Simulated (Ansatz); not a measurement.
## Run report: C, geometry relaxation (part 2 of 2)

Continued. System: C (slab, 6 atoms in the cell). Method: DFT, PBE, PAW with Ansatz's default frozen-core files, scalar-relativistic, no spin polarisation (Ansatz 0.2.0); cutoff 420 eV, 12×8×1 k-mesh, Fermi–Dirac smearing of 0.02 eV. It belongs to a series of runs on one base structure; here: atoms relaxed, PAW files.

Geometry of the input (Å; fractional positions):
```
2.5255  0.0000  0.0000
0.0000  3.5716  0.0000
0.0000  0.0000  18.5255
C  0.7500  0.1250  0.4318
C  0.2500  0.8750  0.4318
C  0.2500  0.6250  0.5000
C  0.7500  0.3750  0.5000
C  0.7500  0.1250  0.5682
C  0.2500  0.8750  0.5682
```

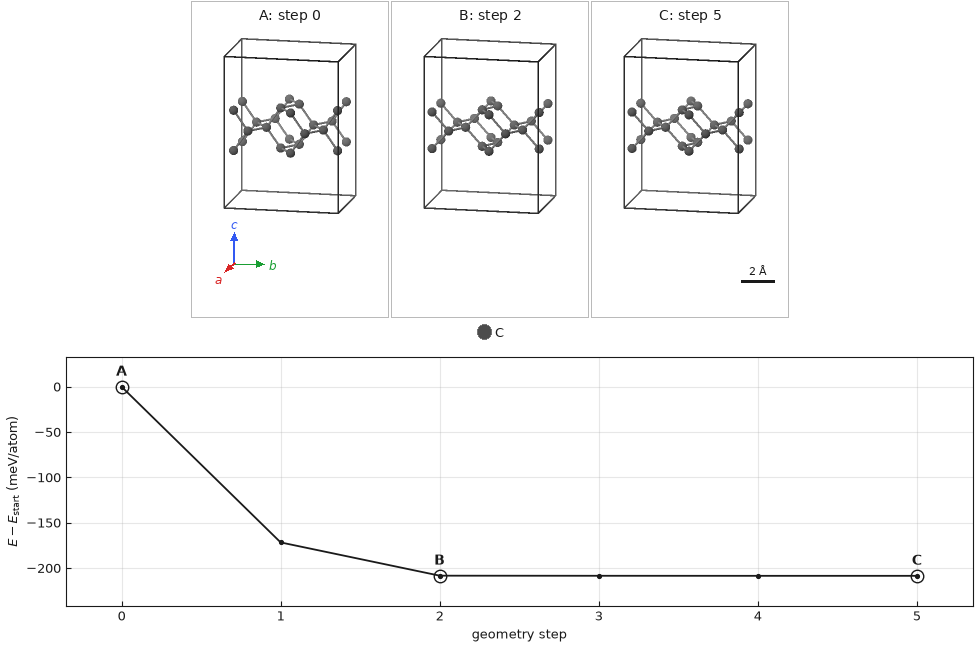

Frames of the relaxation (ball-and-stick view of the 2 × 2 repeat of the cell, with the vacuum cut short, seen slightly off an axis) above the curves, on which the letters mark them (the first geometry is step 0 here and step 1 in the log).

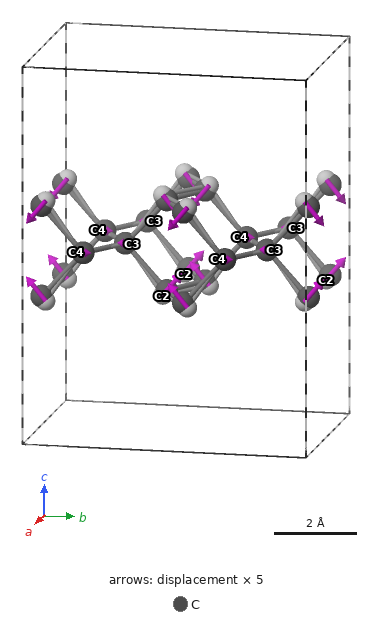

Start (faint) and end (solid) with the displacements as pink arrows, magnified 5 times (ball-and-stick view of the 2 × 2 repeat of the cell, with the vacuum cut short, seen slightly off an axis). After 5 geometry steps the energy has fallen by 209 meV per atom. The largest force component goes from 4.5 to 0.0027 eV/Å. The largest moves, 0.16 Å, are those of C1, C2, C5 and C6. The cell doesn't change. Distances before and after: C1–C2 1.547 → 1.441 Å, C3–C4 1.547 → 1.489 Å. Among the angles that change: C1–C4–C5 109.5° → 95.1°, C2–C1–C2 109.5° → 122.4°, C3–C4–C3 109.5° → 116.1°. (Atoms are counted from 1 in the order of the input.)

```
WARN: The output density's exchange-correlation potential varies sharply where the density is thin. Do not read a vacuum level from v_tot or v_xc, or from such a field of the output density. On a cell that repeats whose density bears no net charge and no dipole along the vacuum's axis use v_es (v_loc + v_h of the components); under efield.dipole_correction with no amplitude use v_es + v_field, which holds any external_charges[].barrier, or the levels of the report's work_function block, which leave it out; under a non-zero efield.amplitude the vacuum is tilted and has no level; on a cell that repeats and bears such a dipole with no correction it is tilted too, and efield.dipole_correction with no amplitude gives each side of its ramp a level where efield: is served; in a cell that repeats whose density bears a net charge (total_charge, or a fill off its count) it is curved and has none; of a slab under crystal.periodic whose density bears no net charge use v_es, which has a level on each side, short of where the two are joined; of another it falls or rises all the way out and has none; of a slab beside external_charges read slab_vacuum_level instead, which it has where they leave it neutral. The grid or the basis barely resolves most such structure, and the values can differ between equally converged runs; as a rule a tighter scf.convergence.dr2_threshold does not remove it. Where the density itself ripples (under the LDA too) a higher basis.ecutwfc lessens it. The files hold the spikes' plane waves up to the density's cutoff. Files: v_tot_of_output_density and the like, and their columns of v_z.tsv (output.write_potential); v_xc_of_output_density and the like, and their columns of v_comp_z.tsv (output.write_potential_components). Measured: with its Gaussian average of σ = 0.25 Å subtracted twice, the exchange-correlation potential is over 0.1 eV at 64 of the grid points where the equally averaged density (valence and model cores) is under 1e-3 e/Å³, and 0.288 eV at the most among them, at an averaged density of 1.8e-7 e/Å³. The input density's (outcome.potential() and, of a run that writes arrays, v_tot and v_xc) is over 0.1 eV, so measured, at 50 points of its own thin density, 0.181 eV at the most. See output.write_potential in the manual, Limitations
SCF converged after 2 iterations
Free energy (F): -1499.137052 eV
Harris-Foulkes:  -1499.137052 eV  (|F-HF|=3.35e-10)
Internal energy: -1499.135486 eV  (E = F + TS)
E sigma→0 (E₀):  -1499.136269 eV
Entropy (-TS):   -0.001565 eV (-0.261 meV/atom)
Fermi energy:    -2.005660 eV
Dipole field:    D = 0.000000 V/Å  (p = 0.000000 e·Å, saw-weighted, corrected)
Work function:   Φ+ = 5.8655 eV   Φ− = 5.8653 eV
Levels:          The Fermi level and band energies are counted from a zero that moves with the ramp; work functions are not
--- Per-component energies (eV) ---
  E_band       = -249.697102
  E_kinetic    = 542.947302
  E_local      = -12160.639756  (includes V_loc(G=0)·N_el)
  E_nonlocal   = 162.764272
  E_hartree    = 5800.198017
  E_xc         = -287.391709
  E_vxc        = -356.040068  (∫ρ·V_xc dr)
  E_paw        = -594.708947  (= ΣΔE_a)
  E_vpaw       = -39.124537  (= ΣTr[D̂ρ^β])
  E_aug_tail   = 0.000044  (compensation charges beyond the density's cutoff)
  E_efield     = 0.000000  (sawtooth field / dipole correction)
  E_vefield    = 0.000000  (∫n·V_field dr)
  E_ewald      = 5037.695291
  E_smearing   = -0.001565  (= −TS)
  E_closure    = -0.000000  (closes the sum)
  Σ components = -1499.137052   (vs F -1499.137052, Δ=0.00e0)
--- Forces (eV/Å), atoms counted from 1 ---
  atom   1  C      0.00000000    -0.00037363     0.00036108
  atom   2  C      0.00000000     0.00037363     0.00036108
  atom   3  C      0.00000000     0.00266913    -0.00000666
  atom   4  C      0.00000000    -0.00266913    -0.00000666
  atom   5  C      0.00000000    -0.00037251    -0.00035443
  atom   6  C      0.00000000     0.00037251    -0.00035443
  max |Σ_I F_I| component: 2.92e-8 eV/Å
--- Stress (GPa, compression-positive) ---
       -3.234217       0.000000       0.000000
        0.000000       7.488665       0.000000
        0.000000       0.000000      -0.002284
  P = ⅓ Tr σ = 1.4174 GPa (14.174 kbar)
--- Band table (eV; the first three rows and the last of 35) ---
  k-point 0: bands = ["-22.6907", "-18.1040", "-15.1247", "-13.8238", "-9.4495", "-8.7031", "-8.5019", "-8.4099", "-6.3752", "-4.3105", "-4.1189", "-1.2761", "-1.1317", "3.2078", "3.2345", "3.3064", "3.4926", "4.3344"]
  k-point 1: bands = ["-22.5539", "-18.0230", "-16.2677", "-12.8072", "-9.9102", "-9.1712", "-8.5858", "-7.1220", "-6.3625", "-4.5598", "-3.7859", "-2.0457", "-0.7165", "2.6196", "3.3094", "3.5267", "3.7630", "4.5172"]
  k-point 2: bands = ["-22.1476", "-17.8078", "-17.7983", "-11.7434", "-11.2153", "-8.3526", "-8.2421", "-6.3323", "-6.1755", "-5.1995", "-2.8566", "-2.8342", "-0.8775", "1.6244", "3.6105", "4.1019", "4.3044", "5.0682"]
  k-point 34: bands = ["-17.0459", "-17.0459", "-15.1455", "-15.1455", "-13.6762", "-13.6762", "-8.3099", "-8.3099", "-7.5155", "-7.5155", "-2.4589", "-2.4589", "-0.5100", "-0.5100", "7.3579", "7.3579", "7.4854", "7.4854"]
--- Relaxed structure (6 steps of the walk, 6 accepted, 0 SCFs on fresh bases) ---
  F+E_penalty+E_count = -1499.13705170 eV   max|allowed force component| = 2.669e-3 eV/Å
  atoms:
    - { symbol: C, position: [0.75, 0.09716746039573798, 0.4383265556199854] }
    - { symbol: C, position: [0.25, 0.9028325396042621, 0.4383265556199854] }
    - { symbol: C, position: [0.25, 0.6103415898964939, 0.5000000219626677] }
    - { symbol: C, position: [0.75, 0.38965841010350605, 0.5000000219626677] }
    - { symbol: C, position: [0.75, 0.09716743445700145, 0.561673422417347] }
    - { symbol: C, position: [0.25, 0.9028325655429984, 0.561673422417347] }
```

## File rho_z.tsv
```
# z_ang	rho[e/angstrom^3]
# format = ansatz-planar-average/11
# lattice	2.525527427	0.000000000	0.000000000
# lattice	0.000000000	3.571635140	0.000000000
# lattice	0.000000000	0.000000000	18.525500000
# sites	6
# site	6	1.894145570	0.347046716	8.120218606
# site	6	0.631381857	3.224588424	8.120218606
# site	6	0.631381857	2.179917470	9.262750407
# site	6	1.894145570	1.391717670	9.262750407
# site	6	1.894145570	0.347046623	10.405280987
# site	6	0.631381857	3.224588516	10.405280987
0.000000	-9.696307e-8
0.148204	1.713446e-7
0.296408	-1.019818e-7
0.444612	1.694697e-7
0.592816	-9.668154e-8
0.741020	1.669190e-7
0.889224	-9.613340e-8
1.037428	1.703542e-7
1.185632	-8.515024e-8
1.333836	1.636900e-7
1.482040	-8.447666e-8
1.630244	1.721817e-7
1.778448	-6.590943e-8
1.926652	1.679541e-7
2.074856	-4.653586e-8
2.223060	1.991014e-7
2.371264	1.476216e-8
2.519468	2.316616e-7
2.667672	9.349112e-8
2.815876	3.974641e-7
2.964080	3.615789e-7
3.112284	6.716270e-7
3.260488	8.179633e-7
3.408692	1.527065e-6
3.556896	2.176909e-6
3.705100	3.291674e-6
3.853304	4.896300e-6
4.001508	7.956694e-6
4.149712	1.227823e-5
4.297916	1.852219e-5
4.446120	2.839926e-5
4.594324	4.483719e-5
4.742528	6.989810e-5
4.890732	1.068707e-4
5.038936	1.649141e-4
5.187140	2.582459e-4
5.335344	4.029663e-4
5.483548	6.221777e-4
5.631752	9.653691e-4
5.779956	1.512684e-3
5.928160	2.372472e-3
6.076364	3.709651e-3
6.224568	5.833225e-3
6.372772	9.257124e-3
6.520976	1.474755e-2
6.669180	2.351764e-2
6.817384	3.766992e-2
6.965588	6.054932e-2
7.113792	9.692788e-2
7.261996	1.534381e-1
7.410200	2.381889e-1
7.558404	3.551413e-1
7.706608	4.946643e-1
7.854812	6.324849e-1
8.003016	7.397145e-1
8.151220	7.941831e-1
8.299424	7.920799e-1
8.447628	7.548054e-1
8.595832	7.180040e-1
8.744036	7.100638e-1
8.892240	7.374041e-1
9.040444	7.822357e-1
9.188648	8.151740e-1
9.336852	8.151743e-1
9.485056	7.822364e-1
9.633260	7.374051e-1
9.781464	7.100649e-1
9.929668	7.180050e-1
10.077872	7.548062e-1
10.226076	7.920805e-1
10.374280	7.941833e-1
10.522484	7.397144e-1
10.670688	6.324846e-1
10.818892	4.946639e-1
10.967096	3.551409e-1
11.115300	2.381886e-1
11.263504	1.534379e-1
11.411708	9.692776e-2
11.559912	6.054924e-2
11.708116	3.766987e-2
11.856320	2.351761e-2
12.004524	1.474754e-2
12.152728	9.257115e-3
12.300932	5.833219e-3
12.449136	3.709648e-3
12.597340	2.372470e-3
12.745544	1.512683e-3
12.893748	9.653684e-4
13.041952	6.221772e-4
13.190156	4.029660e-4
13.338360	2.582457e-4
13.486564	1.649141e-4
13.634768	1.068707e-4
13.782972	6.989804e-5
13.931176	4.483715e-5
14.079380	2.839928e-5
14.227584	1.852220e-5
14.375788	1.227820e-5
14.523992	7.956673e-6
14.672196	4.896320e-6
14.820400	3.291692e-6
14.968604	2.176887e-6
15.116808	1.527046e-6
15.265012	8.179807e-7
15.413216	6.716463e-7
15.561420	3.615619e-7
15.709624	3.974442e-7
15.857828	9.350510e-8
16.006032	2.316818e-7
16.154236	1.474897e-8
16.302440	1.990811e-7
16.450644	-4.652497e-8
16.598848	1.679752e-7
16.747052	-6.591912e-8
16.895256	1.721606e-7
17.043460	-8.446912e-8
17.191664	1.637116e-7
17.339868	-8.515683e-8
17.488072	1.703325e-7
17.636276	-9.612887e-8
17.784480	1.669410e-7
17.932684	-9.668486e-8
18.080888	1.694474e-7
18.229092	-1.019804e-7
18.377296	1.713675e-7
```

## Trajectory as extended XYZ (Å, eV, eV/Å), 6 frames, from step=1 to step=6
```
6
Lattice="2.5255 0.0000 0.0000 0.0000 3.5716 0.0000 0.0000 0.0000 18.5255" Properties=species:S:1:pos:R:3:forces:R:3 step=1 energy=-1497.88599
C     1.8941    0.4465    8.0000    0.0000  -4.4903   0.9976
C     0.6314    3.1252    8.0000    0.0000   4.4903   0.9976
C     0.6314    2.2323    9.2628    0.0000  -1.3392   0.0000
C     1.8941    1.3394    9.2628    0.0000   1.3392   0.0000
C     1.8941    0.4465   10.5255    0.0000  -4.4903  -0.9976
C     0.6314    3.1252   10.5255    0.0000   4.4903  -0.9976
6
Lattice="2.5255 0.0000 0.0000 0.0000 3.5716 0.0000 0.0000 0.0000 18.5255" Properties=species:S:1:pos:R:3:forces:R:3 step=2 energy=-1498.91591
C     1.8941    0.3860    8.0749    0.0000  -1.9069   0.2564
C     0.6314    3.1857    8.0749    0.0000   1.9069   0.2564
C     0.6314    2.2123    9.2628    0.0000  -1.2403   0.0001
C     1.8941    1.3593    9.2628    0.0000   1.2403   0.0001
C     1.8941    0.3860   10.4506    0.0000  -1.9069  -0.2564
C     0.6314    3.1857   10.4506    0.0000   1.9069  -0.2564
6
Lattice="2.5255 0.0000 0.0000 0.0000 3.5716 0.0000 0.0000 0.0000 18.5255" Properties=species:S:1:pos:R:3:forces:R:3 step=3 energy=-1499.13603
C     1.8941    0.3480    8.1147    0.0000  -0.0256   0.0729
C     0.6314    3.2237    8.1147    0.0000   0.0256   0.0729
C     0.6314    2.1820    9.2628    0.0000  -0.0738   0.0000
C     1.8941    1.3896    9.2628    0.0000   0.0738   0.0000
C     1.8941    0.3480   10.4108    0.0000  -0.0255  -0.0729
C     0.6314    3.2237   10.4108    0.0000   0.0255  -0.0729
6
Lattice="2.5255 0.0000 0.0000 0.0000 3.5716 0.0000 0.0000 0.0000 18.5255" Properties=species:S:1:pos:R:3:forces:R:3 step=4 energy=-1499.13672
C     1.8941    0.3472    8.1235    0.0000  -0.0235  -0.0499
C     0.6314    3.2245    8.1235    0.0000   0.0235  -0.0499
C     0.6314    2.1794    9.2628    0.0000   0.0015   0.0000
C     1.8941    1.3922    9.2628    0.0000  -0.0015   0.0000
C     1.8941    0.3472   10.4020    0.0000  -0.0235   0.0499
C     0.6314    3.2245   10.4020    0.0000   0.0235   0.0499
6
Lattice="2.5255 0.0000 0.0000 0.0000 3.5716 0.0000 0.0000 0.0000 18.5255" Properties=species:S:1:pos:R:3:forces:R:3 step=5 energy=-1499.13705
C     1.8941    0.3470    8.1202    0.0000  -0.0004   0.0004
C     0.6314    3.2246    8.1202    0.0000   0.0004   0.0004
C     0.6314    2.1799    9.2628    0.0000   0.0027   0.0000
C     1.8941    1.3917    9.2628    0.0000  -0.0027   0.0000
C     1.8941    0.3470   10.4053    0.0000  -0.0004  -0.0004
C     0.6314    3.2246   10.4053    0.0000   0.0004  -0.0004
6
Lattice="2.5255 0.0000 0.0000 0.0000 3.5716 0.0000 0.0000 0.0000 18.5255" Properties=species:S:1:pos:R:3:forces:R:3 step=6 energy=-1499.13705
C     1.8941    0.3470    8.1202    0.0000  -0.0004   0.0004
C     0.6314    3.2246    8.1202    0.0000   0.0004   0.0004
C     0.6314    2.1799    9.2628    0.0000   0.0027   0.0000
C     1.8941    1.3917    9.2628    0.0000  -0.0027   0.0000
C     1.8941    0.3470   10.4053    0.0000  -0.0004  -0.0004
C     0.6314    3.2246   10.4053    0.0000   0.0004  -0.0004
```

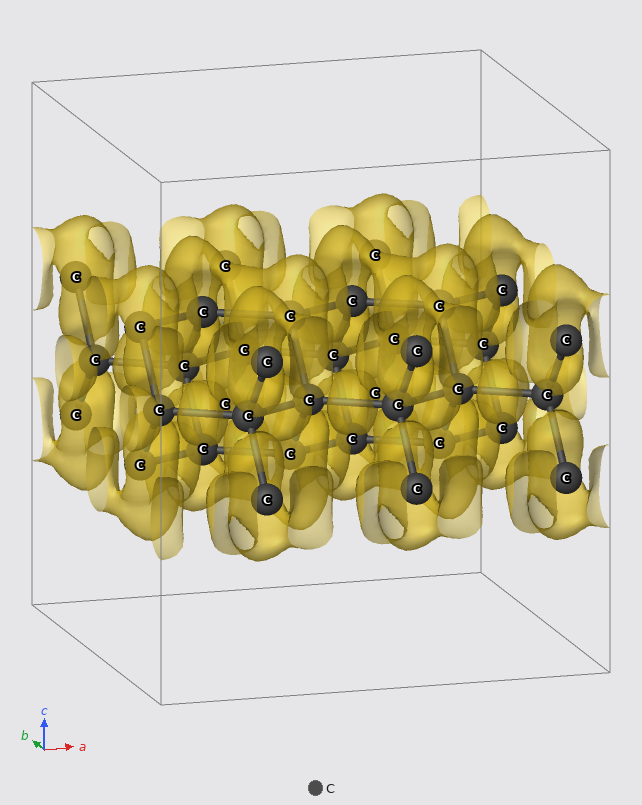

Isosurface of the electron localisation function at 0.7 (yellow), seen slightly off an axis. Only the valence region is drawn (cores and ρ < 0.01 e/Å³ removed). Sticks mark near contacts. Counts are for one cell; the picture repeats the cell along the surface. C–C (1.49 Å): the ELF peaks at about 0.95 between the atoms, which marks a covalent bond. In a PAW calculation such maps are meaningful between the atoms, not at the nuclei.

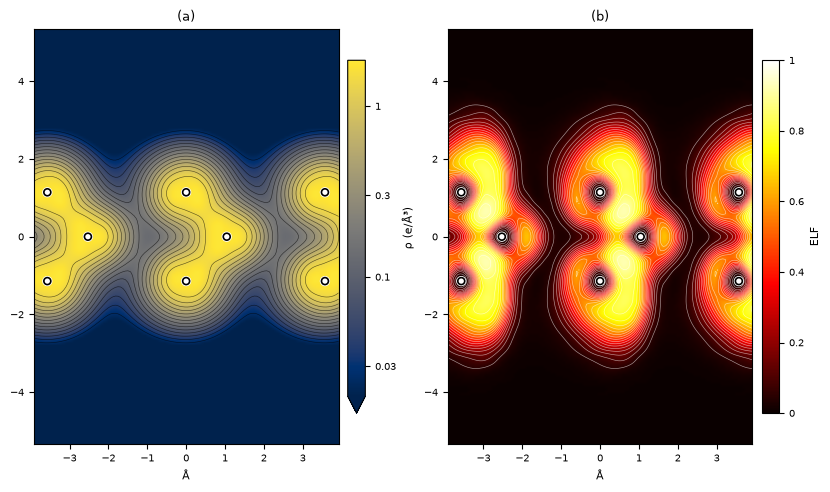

(a) valence charge density (pseudo); (b) ELF on the (100) plane of the calculation cell, a cut from vacuum to vacuum. Circles mark the nuclei in the plane (C). The section cuts through C sites. C–C (1.55 Å): the density is about 1.5 e/Å³ at the midpoint; the ELF peaks at about 0.90 between the atoms, as expected for localised, shared-pair bonding. The density dies away to nearly zero in the vacuum.

## Results in brief

- outcome: converged
- electrons treated: 24
- free energy: −1499.1371 eV
- Fermi energy: −2.006 eV
- final volume: 167.10 Å³
- largest force (length of the vector) at the end: 0.003 eV/Å
- wall time: 50 s (CPU time 99 s)
- peak memory: 0.4 GiB

## Remarks

The program warns: the SCF threshold is looser than advised for the printed stress; the exchange-correlation potential is rough where the density is thin.
